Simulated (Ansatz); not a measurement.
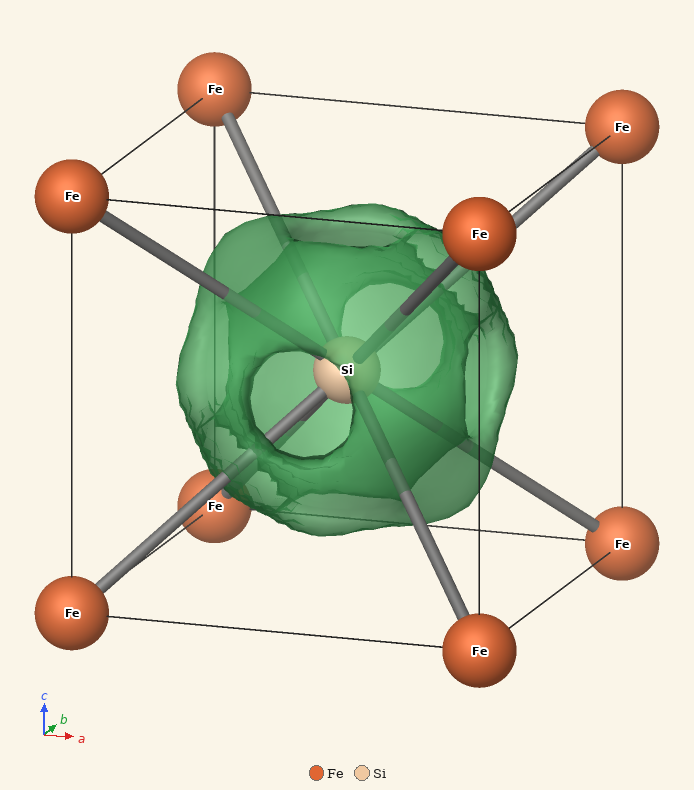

Figure. FeSi. Isosurface of the ELF at 0.55 (green), seen slightly off an axis. Only the valence region is drawn (cores and ρ < 0.01 e/Å³ removed). Sticks mark near contacts.

Space group Pm-3m; a generated structure, not necessarily the stable one; changed on purpose from its base cell (volume × 0.9); computed pressure about 19 GPa in this cell; computed without spin polarisation.

These are results of DFT PBEsol, scalar-relativistic, plane waves, PAW in Ansatz, not measurements.

```xyz
2
Lattice="2.6744 0.0000 0.0000 0.0000 2.6744 0.0000 0.0000 0.0000 2.6744" Properties=species:S:1:pos:R:3 pbc="T T T"
Fe    0.0000    0.0000    0.0000
Si    1.3372    1.3372    1.3372
```

Identify the bonds, lone pairs and shells in this picture.

The ELF exceeds this value in one region wrapped around Si (its valence shell), counted in one cell of 2 atoms. Regions shared between cells count once.

Values along the shortest contacts:
Fe–Si (2.32 Å): the ELF peaks at about 0.60 in the valence shell of Si, 0.9 Å from its nucleus, and is about 0.40 at the midpoint.
